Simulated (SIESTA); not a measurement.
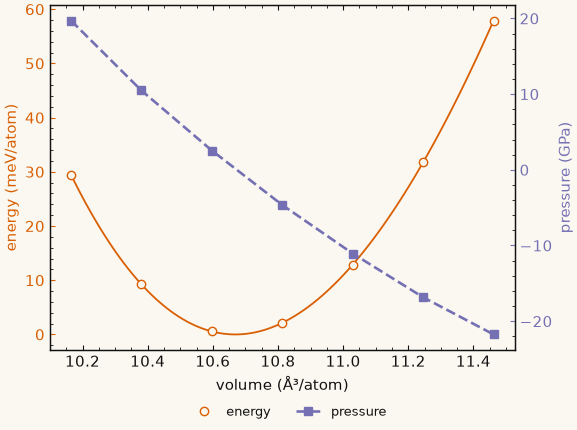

Caption: Energy and pressure against volume for TaN, space group Fm-3m (No. 225).

A third-order Birch–Murnaghan fit gives V0 = 10.67 Å³/atom, B0 = 361 GPa and B′ = 4.7. The energy is 29.49 meV/atom at volume 10.16 Å³/atom and 57.87 meV/atom at 11.46 Å³/atom; the lowest computed point is at volume 10.60 Å³/atom (0.59 meV/atom), in a single well. The pressure falls from 19.72 GPa at volume 10.16 Å³/atom to −21.75 GPa at 11.46 Å³/atom, and changes sign near 10.67 Å³/atom.

Computed with SIESTA 5.4.2: DFT in numerical atomic orbitals with pseudopotentials, no spin polarisation; energies at scaled volumes of the given cell, shape and fractions fixed, counted from the fit's minimum, third-order Birch-Murnaghan fit. Level: PBEsol.

- k mesh: 10×10×10
- occupations: Fermi–Dirac
- smearing width: 0.05 eV
- potentials: PseudoDojo 0.4 standard, converted to PSML, two zetas on semicore shells
- program settings: basis DZP, mesh cutoff 800 Ry

Cell as given: a = 3.127 Å, b = 3.127 Å, c = 3.127 Å, α = 60.00°, β = 60.00°, γ = 60.00°; 2 atoms.

Keep in mind: mulliken charges of long orbitals; short basis over semicore shells.
